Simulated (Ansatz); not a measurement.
A series of calculations on ZnCu

## 1. Relaxation

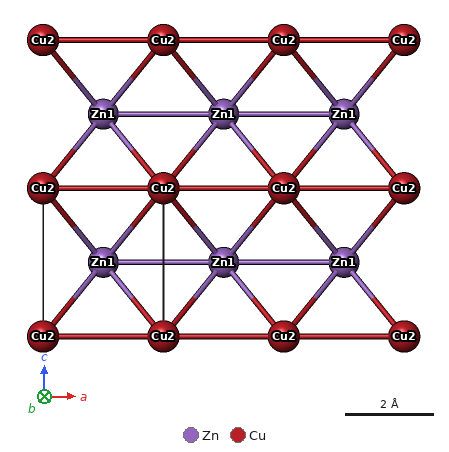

This is the input geometry for a relaxation of crystalline ZnCu (set up in P4/mmm). The picture is a ball-and-stick view of the cell of the calculation, repeated 3 × 1 × 2 with one cell outlined, seen along the b axis.

Case: uniaxial strain along c of -1.0 %; a, b and atoms relaxed.

Level of theory: DFT PBE, scalar-relativistic, plane waves, PAW in Ansatz 0.2.0.

Input
```yaml
crystal:
  lattice:
    - [2.7607771888, 0.0, 0.0]
    - [0.0, 2.7607771888, 0.0]
    - [0.0, 0.0, 3.3997396895]
  atoms:
    - { symbol: Zn, position: [0.5, 0.5, 0.5] }
    - { symbol: Cu, position: [0.0, 0.0, 0.0] }
basis:
  ecutwfc: 420
kpoints:
  mp_grid: { grid: [16, 16, 12] }
hamiltonian:
  xc: pbe
scf:
  occupations: { method: gaussian, width: 0.1 }
output:
  forces: true
  stress: true
  eigenvalues: true
relax:
  adjacent_minimum: "off"
  f_tol: 0.008
  max_steps: 40
  cell: { stress_tol: 0.05, fix: [c, angles] }
```

> Predict the outcome.

Over 2 accepted moves (3 points after the start) the energy falls by 0.4 meV per atom. All forces vanish by symmetry, so only the cell relaxes. Pressure: 0.60 GPa at the start and −0.46 GPa at the end. The SCF was repeated once at an unchanged geometry on a basis and grid sized afresh for the cell, which shifted the energy by 0.1 meV per atom at most. The atoms keep their places relative to the cell (all moves are under 0.005 Å). Cell: a = b 2.761 → 2.774 Å (+0.5 %), c unchanged at 3.400 Å. Volume +0.9 %. Near-neighbour distances that change, for instance: Cu2–Cu2 2.761 → 2.774 Å, Zn1–Zn1 2.761 → 2.774 Å, Zn1–Cu2 2.589 → 2.595 Å. The space group stays P4/mmm (No. 123).

History of the run:

| step | E − E(0), meV/atom | pressure, GPa | volume, Å³/atom | note |
| --- | --- | --- | --- | --- |
| 0 | 0.00 | 0.60 | 12.956 |  |
| 1 | -0.26 | 0.04 | 13.020 |  |
| 2 | -0.30 | -0.45 | 13.076 |  |
| 3 | -0.39 | -0.46 | 13.076 | same geometry, new basis |

## 2. Relaxation

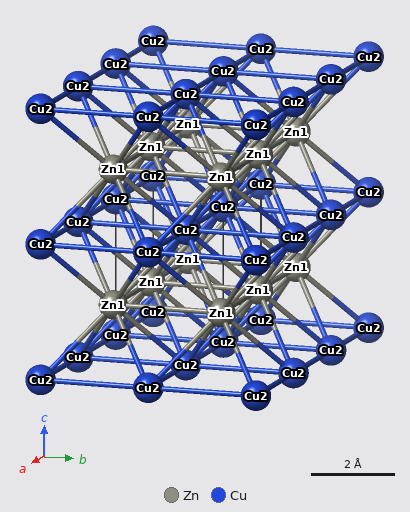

Crystalline ZnCu (set up in P4/mmm), before the relaxation. A ball-and-stick model of the cell of the calculation, repeated 3 × 2 × 2 with one cell outlined, seen slightly off an axis.

Case: uniaxial strain along c of -2.0 %; a, b and atoms relaxed.

Level of theory: Ansatz 0.2.0, DFT PBE, scalar-relativistic, plane waves, PAW.

The input:
```yaml
crystal:
  lattice:
    - [2.7676619199, 0.0, 0.0]
    - [0.0, 2.7676619199, 0.0]
    - [0.0, 0.0, 3.3653988846]
  atoms:
    - { symbol: Zn, position: [0.5, 0.5, 0.5] }
    - { symbol: Cu, position: [0.0, 0.0, 0.0] }
basis:
  ecutwfc: 420
kpoints:
  mp_grid: { grid: [16, 16, 12] }
hamiltonian:
  xc: pbe
scf:
  occupations: { method: gaussian, width: 0.1 }
output:
  forces: true
  stress: true
  eigenvalues: true
relax:
  adjacent_minimum: "off"
  f_tol: 0.008
  max_steps: 40
  cell: { stress_tol: 0.05, fix: [c, angles] }
```

**Predict the outcome.**

Over 2 accepted moves (3 points after the start) the energy falls by 1.9 meV per cell of the calculation. All forces vanish by symmetry, so only the cell relaxes. The pressure goes from 1.22 to −0.38 GPa. At 1 point the geometry stayed and the basis and grid were re-selected for the new cell (energy shift of 0.3 meV per cell of the calculation at most each time). The atoms keep their places relative to the cell (all moves are under 0.005 Å). The drawn cell changes as follows: a = b 2.768 → 2.787 Å (+0.7 %), c unchanged at 3.365 Å; the volume changes by +1.4 %. Near-neighbour distances that change, for instance: Cu2–Cu2 2.768 → 2.787 Å, Zn1–Zn1 2.768 → 2.787 Å, Zn1–Cu2 2.581 → 2.591 Å. The space group stays P4/mmm (No. 123). The run took of the order of 30 core-seconds on a shared host.

History of the run:

```json
{"step": "0", "E − E(0), meV/atom": "0.00", "pressure, GPa": "1.22", "volume, Å³/atom": "12.889", "note": ""}
{"step": "1", "E − E(0), meV/atom": "-0.67", "pressure, GPa": "0.32", "volume, Å³/atom": "12.988", "note": ""}
{"step": "2", "E − E(0), meV/atom": "-0.79", "pressure, GPa": "-0.38", "volume, Å³/atom": "13.068", "note": ""}
{"step": "3", "E − E(0), meV/atom": "-0.93", "pressure, GPa": "-0.38", "volume, Å³/atom": "13.068", "note": "same geometry, new basis"}
```

## 3. A change

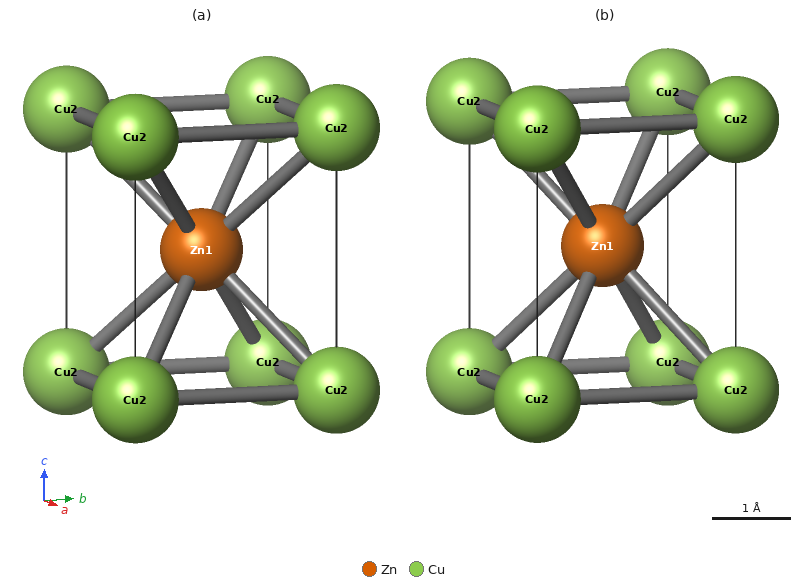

Left: a crystal of ZnCu (set up in P4/mmm). Right: the same structure after one change, at the same scale. Style: ball-and-stick. Shown: the cell of the calculation, slightly off an axis.

The calculation used DFT PBE, scalar-relativistic, plane waves, PAW (Ansatz 0.2.0). (plane-wave cutoff 420 eV; k-point mesh 16 × 16 × 12; occupations gaussian; smearing width 0.1 eV; no spin polarisation)

Q: What was changed?

A: Uniaxial strain along c, +3.0 %, is applied. The a and b axes and the atoms are relaxed.

Q: And its effect?

A: The drawn cell changes as follows: a = b 2.754 → 2.714 Å (−1.4 %), c 3.434 → 3.537 Å (+3.0 %); the volume changes by +0.1 %. No atom moves by more than 0.005 Å relative to the cell. Some distances before and after: Zn–Zn 2.754 → 2.714 Å, Cu–Cu 2.754 → 2.714 Å, Cu–Zn 2.596 → 2.610 Å. The space group stays P4/mmm (No. 123). The energy rises by 1.2 meV per atom.

## 4. Series

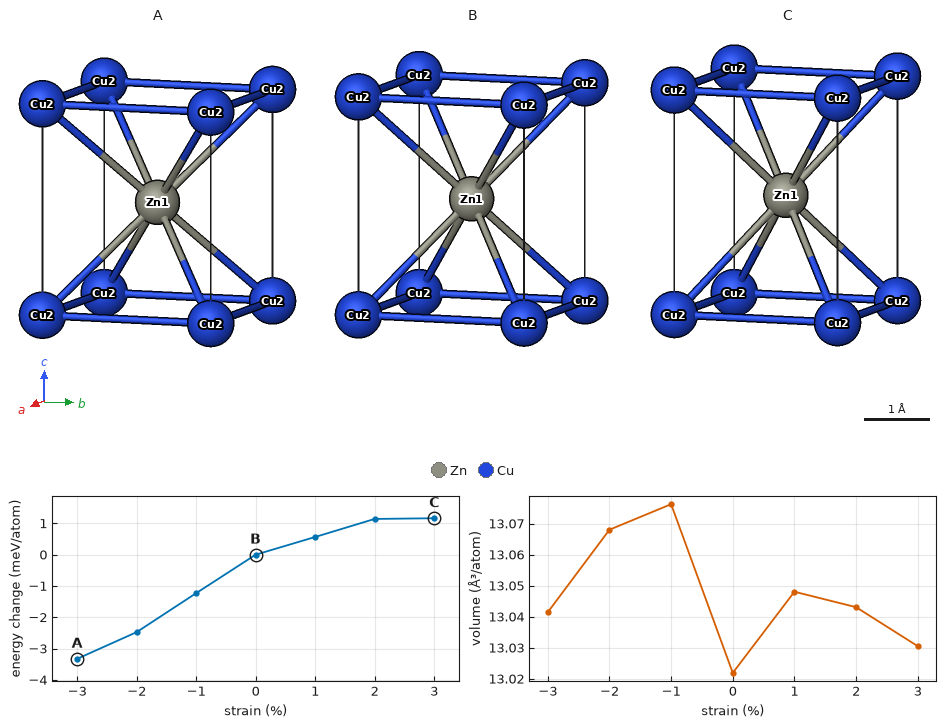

Members of a series of calculations on solid ZnCu (set up in P4/mmm), marked on the first curve. Style: ball-and-stick. Shown: the cell of the calculation, slightly off an axis.

Theory: DFT PBE, scalar-relativistic, plane waves, PAW (Ansatz 0.2.0). Settings: plane-wave cutoff 420 eV; k-point mesh 16 × 16 × 12; occupations gaussian; smearing width 0.1 eV; no spin polarisation.

> Describe the series.

Uniaxial strain along c; a, b and atoms relaxed. A (strain −3.0 %): energy change −3.3 meV/atom, volume 13.04 Å³ per atom. B (strain 0.0 %): energy change 0.0 meV/atom, volume 13.02 Å³ per atom. C (strain 3.0 %): energy change 1.2 meV/atom, volume 13.03 Å³ per atom. The rest compares A with C. The volume changes by −0.1 %, with a = b 2.798 → 2.714 Å (−3.0 %), c 3.331 → 3.537 Å (+6.2 %). Among the bonded contacts that change: Zn–Zn 2.798 → 2.714 Å, Cu–Cu 2.798 → 2.714 Å, Cu–Zn 2.586 → 2.610 Å.
